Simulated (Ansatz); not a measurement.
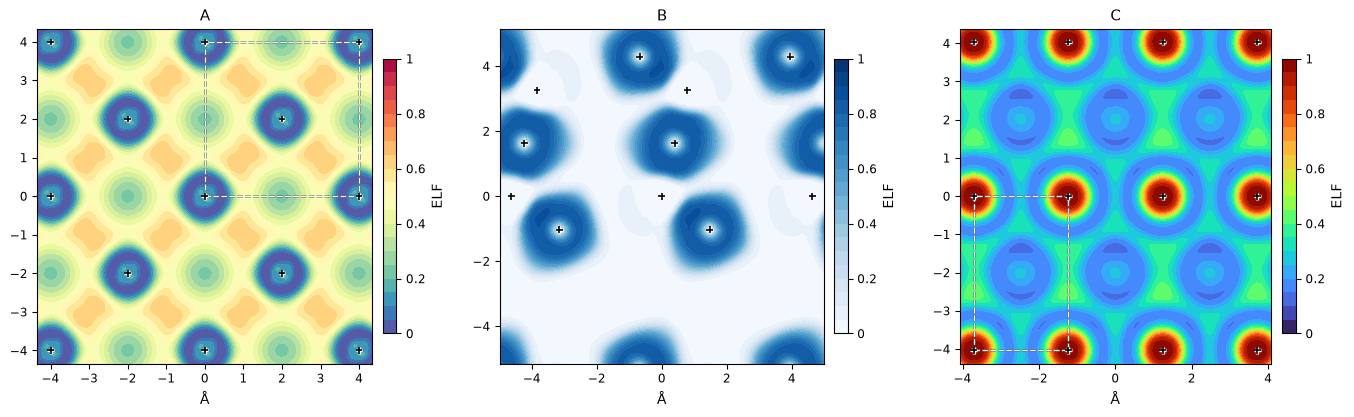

The electron localisation function of 3 systems, each on a plane through atoms (crosses mark nuclei in the plane).

All numbers below come from DFT r2SCAN, scalar-relativistic, plane waves, PAW in Ansatz.

System 1: Co, the (100) plane of the conventional cell. Space group P-3m1; a structure from a database of computed crystals, not necessarily the ambient phase; spin-polarised.

System 2: Al2O3, the (001) plane of the conventional cell. Space group Pnnm; a structure from a database of computed crystals, not necessarily the ambient phase.

```xyz
10
Lattice="4.6290 0.0000 0.0000 0.0000 9.6088 0.0000 0.0000 0.0000 2.9954" Properties=species:S:1:pos:R:3 pbc="T T T"
Al    1.9208    3.1786    1.4977
Al    2.7081    6.4302    1.4977
Al    4.2353    1.6258    0.0000
Al    0.3936    7.9830    0.0000
O     3.3914    2.1389    1.4977
O     0.0000    0.0000    0.0000
O     3.5520    6.9433    0.0000
O     1.0769    2.6655    0.0000
O     1.2376    7.4699    1.4977
O     2.3145    4.8044    1.4977
```

System 3: Al, the (001) plane of the conventional cell. Space group Fm-3m; computed without spin polarisation.

```
CELL_PARAMETERS angstrom
3.99201 0.00000 0.00000
0.00000 3.99201 0.00000
0.00000 0.00000 3.99201
ATOMIC_POSITIONS crystal
Al 0.00000 0.00000 0.00000
Al 0.50000 0.50000 0.00000
Al 0.50000 0.00000 0.50000
Al 0.00000 0.50000 0.50000
```

**Which map belongs to which system?**

Panel A is system 3, Al: the plane holds Al. Al–Al (2.82 Å): the ELF peaks at about 0.65 between the atoms. Panel B is system 2, Al2O3: the plane holds Al and O. Al–O (1.67 Å): the ELF peaks at about 0.85 in the valence shell of O, 0.6 Å from its nucleus, and is about 0.80 at the midpoint. Panel C is system 1, Co: the plane holds Co. Co–Co (2.47 Å): the ELF is about 0.25 at the midpoint; no shared electron pair shows on this line.
